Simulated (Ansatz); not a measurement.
# Energy of Li along an even scaling of the cell

System: Li (Im-3m, 1 atom in the cell).
Method: Kohn-Sham DFT of a periodic cell, PBEsol, all-electron LAPW, scalar-relativistic, no spin polarisation (Ansatz 0.2.0).

The 7 runs differ only in the geometry, by an even scaling of the cell at fixed fractional positions. The structure derives from an entry of the Crystallography Open Database.

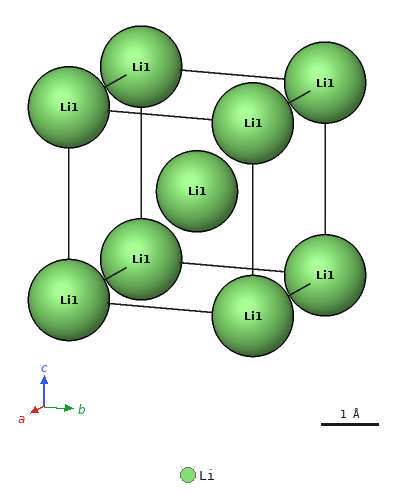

Figure 1. The structure of run 4 (spheres-only view of the cell 2 times as large as that of the calculation, set on its symmetry axes, seen slightly off an axis; atoms are numbered from 1 in the order of the input).

### Input of run 4
```yaml
crystal:
  lattice:
    - [-1.75465, 1.75465, 1.75465]
    - [1.75465, -1.75465, 1.75465]
    - [1.75465, 1.75465, -1.75465]
  atoms:
    - { symbol: Li, position: [0.0, 0.0, 0.0] }
kpoints:
  mp_grid: { grid: [11, 11, 11] }
scf:
  occupations: { method: fermi_dirac, width: 0.05 }
hamiltonian:
  xc: pbesol
  pseudopotentials: { kind: all_electron, lapw: { basis_error: 0.0005 } }
output:
  forces: true
  stress: true
  eigenvalues: true
```

Command:
```bash
ansatz run input.yaml --threads 1 --pin off --max-ram 3072MiB --backend cpu --events-out ev --progress --plain --runs-dir out
```

Lattice vectors (Å) and fractional positions of run 4:
```
  -1.754650    1.754650    1.754650
   1.754650   -1.754650    1.754650
   1.754650    1.754650   -1.754650
Li  0.000000  0.000000  0.000000
```

Run 5 differs from it as follows:
```diff
-    - [-1.75465, 1.75465, 1.75465]
-    - [1.75465, -1.75465, 1.75465]
-    - [1.75465, 1.75465, -1.75465]
+    - [-1.7662705373, 1.7662705373, 1.7662705373]
+    - [1.7662705373, -1.7662705373, 1.7662705373]
+    - [1.7662705373, 1.7662705373, -1.7662705373]
```

### Results, with one run withheld

| run | volume per atom (Å³) | free energy per atom, from the lowest run given (meV) | pressure (GPa) |
| --- | --- | --- | --- |
| 1 | 20.312 | 0.00 | −0.06 |
| 2 | 20.744 | 0.55 | −0.34 |
| 3 | 21.177 | 1.81 | −0.59 |
| 4 | 21.609 | 3.72 | −0.82 |
| 5 | 22.041 | ? | ? |
| 6 | 22.473 | 9.24 | −1.22 |
| 7 | 22.905 | 12.77 | −1.39 |

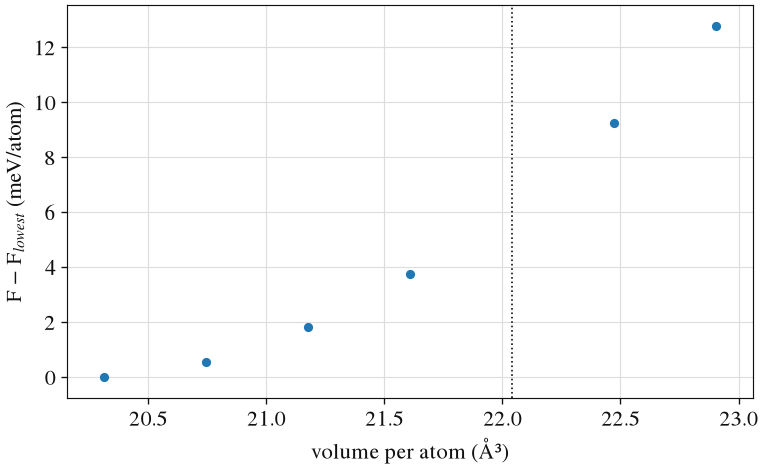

Figure 2. Free energy per atom of the runs given; the dotted line marks run 5.

Estimate the energy of run 5 from the others.

A cubic polynomial in V^(−2/3) (the Birch–Murnaghan form), fitted to the 6 runs given, misses them by under 0.01 meV per atom. With x = V^(−2/3) − 0.12931 Å⁻², it reads F = 3.2047 − 1192.6 x + 1.1193e+05 x² − 3.1059e+05 x³ (meV per atom). At run 5 it gives 6.21 meV per atom, and the run itself gives 6.21. The slope of the fit gives a pressure −dF/dV of −1.03 GPa there, and the run prints −1.02 GPa. The fit has no minimum inside this range.

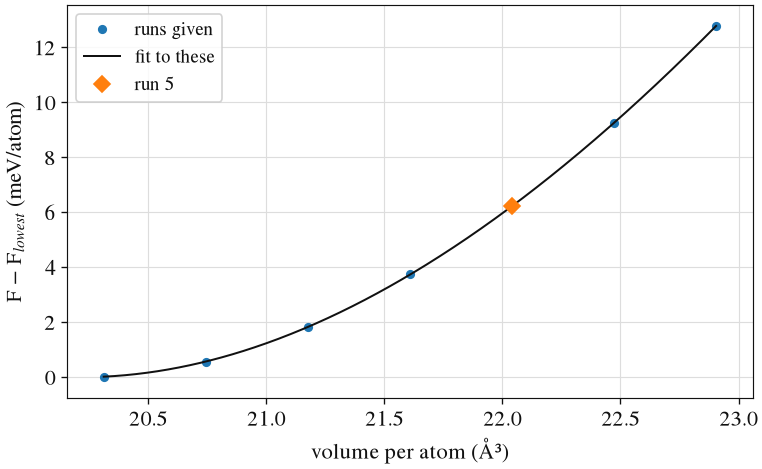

Figure 3. The fit and the withheld run.

### Output, shortened to warnings, some set-up lines, iterations and results (run 5)
```
Basis set: ecut = 76.00141700392223 eV, 43 PW (Γ), exchange–correlation at level 2
Symmetry: 48 space group operations
k-points: 56 of 1331
Initial density: superposition of atomic densities (chi_scale 0.1, normalization cell)
[...]
SCF iter   1: F=—  HF=-202.999205 eV  |F-HF|=—  |Δ(HF+E_count)|=         —  Δρ=1.53e-3  dr2=4.79e-4  ethr=1.59e-5  ⟨swp⟩=4.1  Hψ=2895  notcnv=0
SCF iter   2: F=—  HF=-202.998372 eV  |F-HF|=—  |Δ(HF+E_count)|=   8.33e-4  Δρ=7.54e-4  dr2=1.16e-4  ethr=1.59e-5  ⟨swp⟩=2.0  Hψ=931  notcnv=0
SCF iter   3: F=—  HF=-202.998214 eV  |F-HF|=—  |Δ(HF+E_count)|=   1.58e-4  Δρ=3.70e-5  dr2=2.80e-7  ethr=9.35e-9  ⟨swp⟩=2.0  Hψ=1582  notcnv=0
SCF iter   4: F=-202.998214 eV  HF=-202.998214 eV  |F-HF|=5.98e-10  |Δ(HF+E_count)|=   8.90e-8  Δρ=7.22e-7  dr2=1.07e-10  ethr=9.34e-9  ⟨swp⟩=2.0  Hψ=931  notcnv=0
SCF 1 converged in 4 iterations: F = -202.998214 eV  dr2 = 1.07e-10
SCF converged after 4 iterations
Free energy (F): -202.998214 eV
Harris-Foulkes:  -202.998214 eV  (|F-HF|=5.98e-10)
Internal energy: -202.994519 eV  (E = F + TS)
E sigma→0 (E₀):  -202.996366 eV
Entropy (-TS):   -0.003695 eV (-3.695 meV/atom)
Fermi energy:    0.678775 eV
--- Per-component energies (eV) ---
  E_band       = -91.542708
  E_kinetic    = 200.722790
  E_xc         = -48.704961
  E_electrostatic = -355.012349  (all electrons and nuclei)
  E_smearing   = -0.003695  (= −TS)
  E_closure    = 0.000000  (closes the sum)
  E_atoms      = -201.032689  (free atoms, spherical and without spin; not in F)
  Σ components = -202.998214   (vs F -202.998214, Δ=0.00e0)
  Basis errors (estimates in eV, not in F): energy 1.7e-4 per atom: plane waves 1.6e-4 (1.2e-4 summed), levels above the bands 7.4e-111, relativity 3.8e-9, radial functions 1.6e-6, core shells 0.0e0; eigenvalues (radial functions only) 6.6e-4; not estimated: angular momenta, meshes, grids; target …
--- Forces (eV/Å), atoms counted from 1 ---
  atom   1  Li     0.00000000    -0.00000000    -0.00000000
  max |Σ_I F_I| component: 2.00e-32 eV/Å
--- Stress (GPa, compression-positive) ---
       -1.024979      -0.000000       0.000000
       -0.000000      -1.024979       0.000000
        0.000000       0.000000      -1.024979
  P = ⅓ Tr σ = -1.0250 GPa (-10.250 kbar)
```
